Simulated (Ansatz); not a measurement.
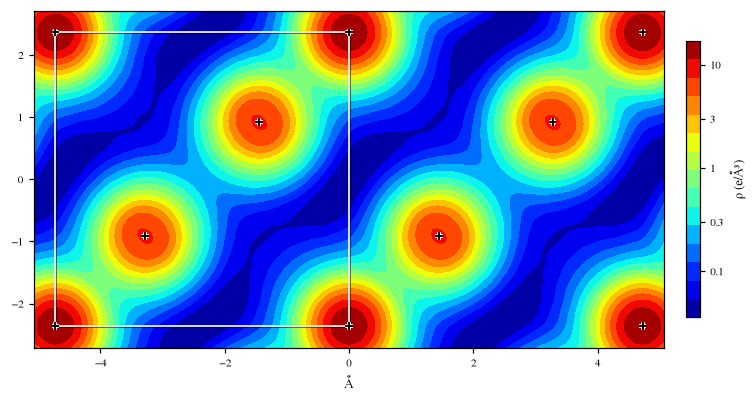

The valence charge density (pseudo) on a plane through atoms (crosses mark nuclei in the plane).

These are results of DFT LDA, scalar-relativistic, plane waves, PAW in Ansatz 0.2.0, not measurements.

Candidates:
A. SnO2, a = 4.72 Å, b = 4.72 Å, c = 3.19 Å, α = 90.00°, β = 90.00°, γ = 90.00°. Space group P4₂/mnm.
B. Ga2O3, a = 12.12 Å, b = 3.02 Å, c = 5.75 Å, α = 90.00°, β = 103.76°, γ = 90.00°. Space group C2/m.
C. PtSe2, a = 3.73 Å, b = 3.73 Å, c = 59.52 Å, α = 90.00°, β = 90.00°, γ = 120.00°. 

> Which candidate gave the map?

Candidate A: SnO2 on the (001) plane of the conventional cell, which holds Sn and O. Sn–O (2.04 Å): ρ is about 0.69 e/Å³ halfway.
